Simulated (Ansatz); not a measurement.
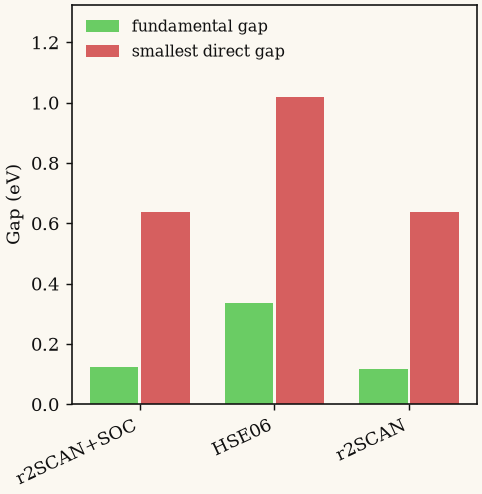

Gaps of PtSe₂, space group P-3m1 (No. 164), 3 atoms in the cell, 1T (CdI2) bulk type, uniaxial (z) strain +4.0%, at several levels of theory on one cell (Ansatz, plane waves and PAW; edges over the mesh and the special points).

How does the gap depend on the level, and does its kind change?

In rising order: r2SCAN 0.12 eV, r2SCAN+SOC 0.12 eV and HSE06 0.33 eV. It is indirect at every level.
